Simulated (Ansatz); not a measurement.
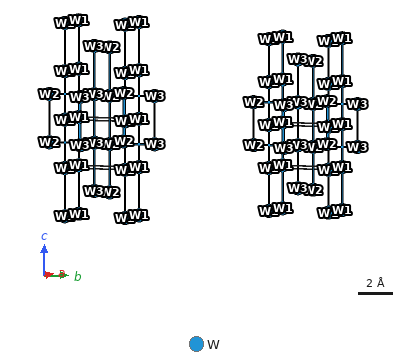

Two geometries of crystalline W (built on the omega_191 type) (coarse preliminary run), drawn at one scale. One is the start of a relaxation, the other its converged end. Style: ball-and-stick. Shown: the cell of the calculation, repeated 1 × 1 × 2 with one cell outlined, from a free direction.

These are results of Ansatz 0.2.0, DFT PBEsol, scalar-relativistic, plane waves, PAW, not measurements. (plane-wave cutoff 420 eV; k-point mesh 6 × 6 × 6; occupations gaussian; smearing width 0.1 eV; no spin polarisation; cell and atoms relaxed; force threshold 0.04 eV/Å; at most 70 steps)

Question: Which geometry has the lower energy?

Answer: The right one is the relaxed one. Case: omega type (P6/mmm, No. 191). Over 4 accepted moves (5 points after the start) the energy falls by 1.262 eV per cell of the calculation. All forces vanish by symmetry, so only the cell relaxes. Pressure: −30.48 GPa at the start and 0.05 GPa at the end. The SCF was repeated once at an unchanged geometry on a basis and grid sized afresh for the cell, which shifted the energy by 1.7 meV per cell of the calculation at most. No atom moves by more than 0.005 Å relative to the cell. Cell: a = b 4.712 → 4.655 Å (−1.2 %), c 2.889 → 2.565 Å (−11.2 %). Volume −13.3 %. Near-neighbour distances that change, for instance: W1–W1 2.889 → 2.565 Å, W1–W2 3.080 → 2.978 Å, W2–W3 2.720 → 2.688 Å. The space group stays P6/mmm (No. 191).
